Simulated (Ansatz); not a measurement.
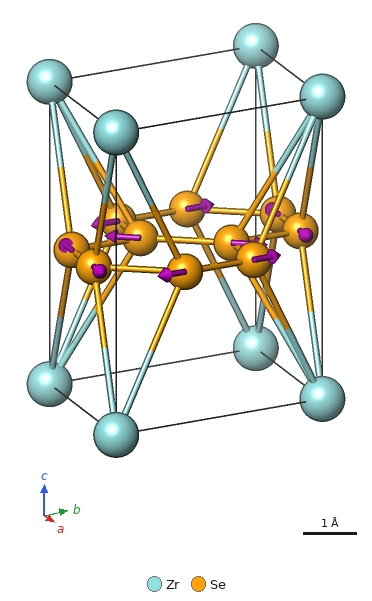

This is a relaxation of crystalline ZrSe₆ (a generated structure, set up in P6/mmm) (coarse preliminary run). The starting structure is drawn; purple arrows show the displacements (the part carried along by the change of the cell is left out), magnified 3 times.

Style: ball-and-stick. Shown: the cell of the calculation, slightly off an axis.

Level of theory: DFT PBE, scalar-relativistic, plane waves, PAW (Ansatz 0.2.0). Settings: plane-wave cutoff 420 eV; k-point mesh 6 × 6 × 4; occupations gaussian; smearing width 0.1 eV; no spin polarisation; cell and atoms relaxed; force threshold 0.04 eV/Å; at most 70 steps.

**What did the optimiser do to the structure, and how much energy did it gain?**

After 20 accepted moves (23 points after the start) the energy has fallen by 60.504 eV per cell of the calculation. Largest force component: 1.2 eV/Å at the start, 0.023 eV/Å at the end. The pressure goes from 140.34 to −0.05 GPa. The line search rejected the trial step at point 20 of the run. At 2 points the geometry stayed and the basis and grid were re-selected for the new cell (energy shift of 1.627 eV per cell of the calculation at most each time). The largest moves relative to the cell, 0.24 Å, are those of Se atoms. Zr stays in place. The drawn cell changes as follows: a = b 5.442 → 8.396 Å (+54.3 %), c 5.885 → 3.268 Å (−44.5 %); the volume changes by +32.2 %. Near-neighbour distances that change, for instance: Se–Se 5.885 → 3.268 Å, Zr–Zr 5.885 → 3.268 Å, Se–Se 3.144 → 5.075 Å, Se–Se 1.819 → 3.292 Å. Bonds break: Se–Se (1.82 → 3.29 Å). Among the angles between lasting bonds that change: Zr–Se–Zr 116.8° → 65.3°, Zr–Se–Se 74.8° → 65.1°. The space group stays P6/mmm (No. 191). Cost: 8.4 min on 1 thread of Arm Neoverse V1 (shared host), peak memory 0.58 GiB.
